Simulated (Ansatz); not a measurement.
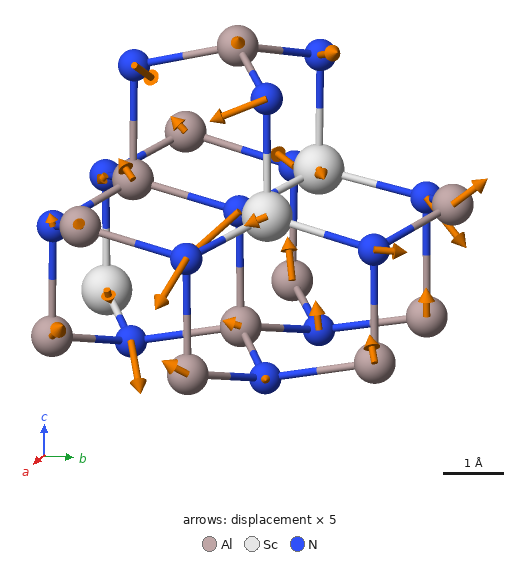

This is a relaxation of crystalline Al36Sc12N48 (a generated structure, set up in P1). The starting structure is drawn; orange arrows show the displacements (the part carried along by the change of the cell is left out), magnified 5 times.

A ball-and-stick model of the atoms within 4.2 Å of the atom that moves most (axes of the cell of the calculation), seen slightly off an axis.

Method: Ansatz 0.2.0, DFT, PBEsol, PAW, plane waves. (plane-wave cutoff 420 eV; k-point mesh 1 × 1 × 1; mesh shifted by (0.25, 0.25, 0.25); no spin polarisation; cell relaxed at fixed alpha, beta, gamma; force threshold 0.03 eV/Å; at most 80 steps)

### Atoms of which element are displaced furthest, and by how much?

Nitrogen: up to 0.26 Å, against 0.17 Å for aluminium.

### Describe the change and its energy.

The atom that moves furthest relative to the cell is an N atom (0.26 Å along [0 −1 −1]). Largest moves by element: N 0.26 Å, Al 0.17 Å, Sc 0.09 Å. The volume changes by +1.1 %, with a 9.775 → 9.677 Å (−1.0 %), b 11.287 → 11.183 Å (−0.9 %), c 9.702 → 10.001 Å (+3.1 %). Near-neighbour distances that change, for instance: Al–N 2.075 → 1.888 Å, N–Sc 1.878 → 2.060 Å, N–Sc 1.902 → 2.074 Å, N–Sc 1.933 → 2.092 Å. Among the angles between lasting bonds that change: Al–N–Al 103.6° → 116.0°, Sc–N–Sc 115.8° → 105.1°, N–Sc–N 116.7° → 109.1°. The space group stays P1 (No. 1). The energy falls by 115 meV per atom in 9 geometry steps. Largest force component: 4 eV/Å at the start, 0.0022 eV/Å at the end. Pressure: 3.73 GPa at the start and 0.00 GPa at the end. The run took 14 s on 1 × NVIDIA GB300 Max-Q with 8 threads of Arm Neoverse-V2, peak memory 2.1 GiB.
